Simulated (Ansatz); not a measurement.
**What a change does: band-structure calculation on Si**

System: Si (P6₃/mmc, 4 atoms in the cell).
Method of run A: DFT, PBE, plane waves, PAW, no spin polarisation (Ansatz 0.2.0).

The structure was built on a prototype by a generator. The geometry comes from this level: r2SCAN (a point of a series of strains). Text and figures count atoms from 1; the logs count them from 0 in places.

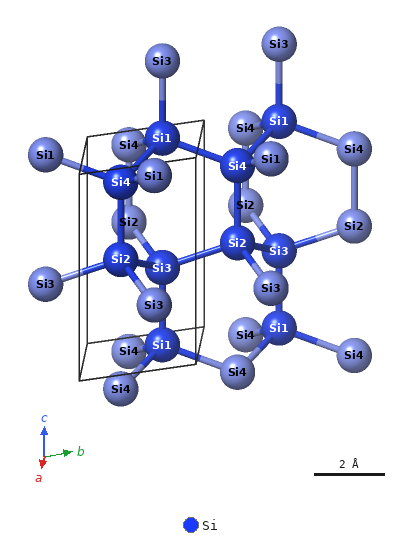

Figure 1. The structure as given in the input (ball-and-stick view of the cell of the calculation, repeated 1 × 2 × 1, seen at an oblique angle; neighbours outside the cell are drawn fainter; atoms are numbered from 1 in the order of the input). Near neighbours in the crystal (not all of them lie inside the picture): Si has 4 Si at 2.30 to 2.32 Å.

The input, run A:
```yaml
crystal:
  lattice:
    - [3.7505051821, 0.0, 0.0]
    - [-1.8752525911, 3.2480327647, 0.0]
    - [0.0, 0.0, 6.2061489674]
  atoms:
    - { symbol: Si, position: [0.3333333333, 0.6666666667, 0.0007257276] }
    - { symbol: Si, position: [0.6666666667, 0.3333333333, 0.5007257276] }
    - { symbol: Si, position: [0.3333333333, 0.6666666667, 0.3742742724] }
    - { symbol: Si, position: [0.6666666667, 0.3333333333, 0.8742742724] }
kpoints:
  mp_grid: { grid: [12, 12, 4] }
  band_path:
    path:
      - [0.0, 0.0, 0.0]
      - [0.5, 0.0, 0.0]
      - [0.3333333333, 0.3333333333, 0.0]
      - [0.0, 0.0, 0.5]
      - [0.5, 0.0, 0.5]
      - [0.3333333333, 0.3333333333, 0.5]
    npoints: 1
hamiltonian:
  xc: pbe
scf:
  occupations: { method: fermi_dirac, width: 0.02 }
  n_extra_bands: 5
output:
  forces: true
  stress: true
  eigenvalues: true
```

Hardware: 4 threads of an Arm (aarch64) CPU, shared host.

Output, shortened to warnings, some set-up lines, iterations and results (run A):
```
Basis set: ecut = 420 eV, 1497 PW (Γ), exchange–correlation on 54×54×90 points (8 copies of the dense FFT grid, shifted against one another)
Symmetry: 24 space group operations
k-points: 57 of 576
Initial density: superposition of atomic densities (neutral atoms: chi_scale 0, normalization atom), corrected by the library's trained network
[...]
SCF iter   1: F=—  HF=-2543.048673 eV  |F-HF|=—  |Δ(HF+E_count)|=         —  Δρ=1.22e-3  dr2=1.23e-3  ethr=1.77e-3  ⟨swp⟩=6.9  Hψ=5460  notcnv=0
SCF iter   2: F=—  HF=-2543.049471 eV  |F-HF|=—  |Δ(HF+E_count)|=   7.98e-4  Δρ=5.30e-4  dr2=1.72e-4  ethr=7.66e-6  ⟨swp⟩=2.1  Hψ=1804  notcnv=0  defer=25
SCF iter   3: F=—  HF=-2543.049722 eV  |F-HF|=—  |Δ(HF+E_count)|=   2.51e-4  Δρ=1.12e-4  dr2=5.97e-6  ethr=1.07e-6  ⟨swp⟩=2.0  Hψ=1188  notcnv=0  defer=25
SCF iter   4: F=—  HF=-2543.049735 eV  |F-HF|=—  |Δ(HF+E_count)|=   1.23e-5  Δρ=1.42e-5  dr2=1.47e-7  ethr=3.73e-8  ⟨swp⟩=2.0  Hψ=1117  notcnv=0  defer=25
SCF iter   5: F=-2543.049735 eV  HF=-2543.049735 eV  |F-HF|=5.56e-9  |Δ(HF+E_count)|=   5.40e-7  Δρ=1.89e-6  dr2=2.06e-9  ethr=9.19e-10  ⟨swp⟩=2.0  Hψ=1147  notcnv=0  defer=25
SCF iter   6: F=-2543.049735 eV  HF=-2543.049735 eV  |F-HF|=7.28e-11  |Δ(HF+E_count)|=   6.47e-9  Δρ=2.02e-7  dr2=2.14e-11  ethr=1.29e-11  ⟨swp⟩=5.1  Hψ=3310  notcnv=0
SCF 1 converged in 6 iterations: F = -2543.049735 eV  dr2 = 2.14e-11
NSCF: frozen V_eff on 6 k-points
SCF converged after 6 iterations
Free energy (F): -2543.049735 eV
Harris-Foulkes:  -2543.049735 eV  (|F-HF|=7.28e-11)
Internal energy: -2543.049732 eV  (E = F + TS)
E sigma→0 (E₀):  -2543.049734 eV
Entropy (-TS):   -0.000003 eV (-0.001 meV/atom)
Fermi energy:    7.276921 eV
--- Per-component energies (eV) ---
  E_band       = 25.815286
  E_kinetic    = 165.606215
  E_local      = -103.719183  (includes V_loc(G=0)·N_el)
  E_nonlocal   = 105.628461
  E_hartree    = 29.014697
  E_xc         = -222.599405
  E_vxc        = -189.390701  (∫ρ·V_xc dr)
  E_paw        = -2051.671368  (= ΣΔE_a)
  E_vpaw       = -10.338923  (= ΣTr[D̂ρ^β])
  E_aug_tail   = 0.000024  (compensation charges beyond the density's cutoff)
  E_ewald      = -465.309173
  E_smearing   = -0.000003  (= −TS)
  E_closure    = 0.000000  (closes the sum)
  Σ components = -2543.049735   (vs F -2543.049735, Δ=0.00e0)
--- Forces (eV/Å), atoms counted from 1 ---
  atom   1  Si     0.00000000     0.00000000    -0.00279926
  atom   2  Si     0.00000000     0.00000000    -0.00279926
  atom   3  Si     0.00000000    -0.00000000     0.00279926
  atom   4  Si    -0.00000000     0.00000000     0.00279926
  max |Σ_I F_I| component: 3.70e-17 eV/Å
--- Stress (GPa, compression-positive) ---
        8.190256      -0.000000      -0.000000
       -0.000000       8.190256       0.000000
       -0.000000       0.000000       8.272761
  P = ⅓ Tr σ = 8.2178 GPa (82.178 kbar)
```

For run B the input was changed thus:
```diff
-  xc: pbe
+  xc: r2scan
-  occupations: { method: fermi_dirac, width: 0.02 }
+  occupations: { method: fixed }
```

How does run B compare with run A?

The total energies belong to different methods, so their difference says nothing on which is more stable or more accurate. The gap on the mesh goes from 0.27 to 0.46 eV. The pressure goes from 8.22 to 7.16 GPa. The functional changes from PBE to r2SCAN. The number of SCF iterations is the same. The default cutoff goes from 420 to 500 eV with the change. The plane waves at Γ go from 1497 to 1919.

Output, shortened to warnings, some set-up lines, iterations and results (run B):
```
Basis set: ecut = 500 eV, 1919 PW (Γ), exchange–correlation on 120×120×192 points (64 copies of the dense FFT grid, shifted against one another)
Symmetry: 24 space group operations
k-points: 57 of 576
Initial density: superposition of atomic densities (neutral atoms: chi_scale 0, normalization atom), corrected by the library's trained network
[...]
SCF iter   1: F=—  HF=-2556.069532 eV  |F-HF|=—  |Δ(HF+E_count)|=         —  Δρ=3.92e-3  dr2=7.73e-3  dr2_τ=3.06e-2  ethr=1.77e-3  ⟨swp⟩=4.5  Hψ=4228  notcnv=0  defer=150
SCF iter   2: F=—  HF=-2556.109093 eV  |F-HF|=—  |Δ(HF+E_count)|=   3.96e-2  Δρ=2.27e-3  dr2=2.50e-3  dr2_τ=1.40e-5  ethr=4.83e-5  ⟨swp⟩=2.1  Hψ=1777  notcnv=0  defer=167
SCF iter   3: F=—  HF=-2556.109073 eV  |F-HF|=—  |Δ(HF+E_count)|=   2.00e-5  Δρ=3.36e-4  dr2=5.83e-5  dr2_τ=1.90e-6  ethr=1.56e-5  ⟨swp⟩=2.0  Hψ=801  notcnv=0  defer=168
SCF iter   4: F=—  HF=-2556.109097 eV  |F-HF|=—  |Δ(HF+E_count)|=   2.46e-5  Δρ=7.92e-5  dr2=2.48e-6  dr2_τ=3.85e-8  ethr=3.64e-7  ⟨swp⟩=2.6  Hψ=1152  notcnv=0  defer=136
SCF iter   5: F=-2556.109100 eV  HF=-2556.109100 eV  |F-HF|=1.28e-7  |Δ(HF+E_count)|=   2.22e-6  Δρ=1.52e-5  dr2=6.58e-8  dr2_τ=1.37e-9  ethr=1.55e-8  ⟨swp⟩=2.1  Hψ=1143  …
SCF iter   6: F=-2556.109100 eV  HF=-2556.109100 eV  |F-HF|=3.15e-9  |Δ(HF+E_count)|=   1.38e-7  Δρ=2.86e-6  dr2=3.27e-9  dr2_τ=5.67e-11  ethr=4.11e-10  ⟨swp⟩=8.1  Hψ=5090  …
SCF 1 converged in 6 iterations: F = -2556.109100 eV  dr2 = 3.27e-9
NSCF: frozen V_eff on 6 k-points
SCF converged after 6 iterations
Free energy (F): -2556.109100 eV
Harris-Foulkes:  -2556.109100 eV  (|F-HF|=3.15e-9)
Internal energy: -2556.109100 eV  (E = F + TS)
E sigma→0 (E₀):  -2556.109100 eV
Fermi energy:    7.093788 eV
--- Per-component energies (eV) ---
  E_band       = 20.886991
  E_kinetic    = 166.161128
  E_local      = -101.028996  (includes V_loc(G=0)·N_el)
  E_nonlocal   = 101.899494
  E_hartree    = 29.072108
  E_xc         = -208.074448
  E_vxc        = -201.763013  (∫ρ·V_xc dr)
  E_paw        = -2078.523498  (= ΣΔE_a)
  E_vpaw       = -10.403895  (= ΣTr[D̂ρ^β])
  E_aug_tail   = 0.000017  (compensation charges beyond the density's cutoff)
  E_vtau       = 7.877944  (kinetic-family band-sum trace: ∫τ·v_τ [+ j·A + Jᵃ·Aᵃ] dr)
  E_ewald      = -465.309173
  E_core_change = -0.305732  (= ΣΔE_core)
  E_smearing   = -0.000000  (= −TS)
  E_closure    = -0.000000  (closes the sum)
  Σ components = -2556.109100   (vs F -2556.109100, Δ=0.00e0)
--- Forces (eV/Å), atoms counted from 1 ---
  atom   1  Si     0.00000000    -0.00000000     0.00000212
  atom   2  Si     0.00000000    -0.00000000     0.00000212
  atom   3  Si     0.00000000     0.00000000    -0.00000212
  atom   4  Si    -0.00000000    -0.00000000    -0.00000212
  max |Σ_I F_I| component: 1.39e-17 eV/Å
--- Stress (GPa, compression-positive) ---
        7.065987      -0.000000      -0.000000
       -0.000000       7.065987       0.000000
       -0.000000       0.000000       7.350688
  P = ⅓ Tr σ = 7.1609 GPa (71.609 kbar)
```

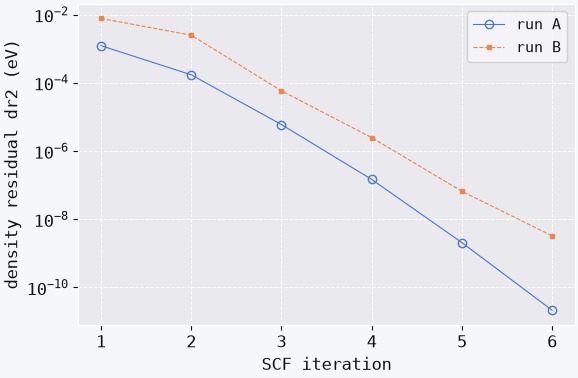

Figure 2. Convergence of the two runs: density residual dr2 against the SCF iteration. Run A takes 6 iterations in all, and run B takes 6.

The two runs side by side:

| quantity | run A | run B |
| --- | --- | --- |
| outcome | converged | converged |
| free energy per atom (eV) | −635.7624 | −639.0273 |
| gap on the mesh (eV) | 0.27 | 0.46 |
| pressure (GPa) | 8.22 | 7.16 |
| largest force (eV/Å) | 0.003 | 0.000 |
| SCF iterations | 6 | 6 |
| irreducible k-points | 57 | 57 |
| plane waves at Γ | 1497 | 1919 |
| wall time (shared host) | 1.8 s | 4 s |

For run A: The cell is under a pressure of 8.2 GPa at this level, so it is not at its equilibrium volume. For run B: The cell is under a pressure of 7.2 GPa at this level, so it is not at its equilibrium volume.
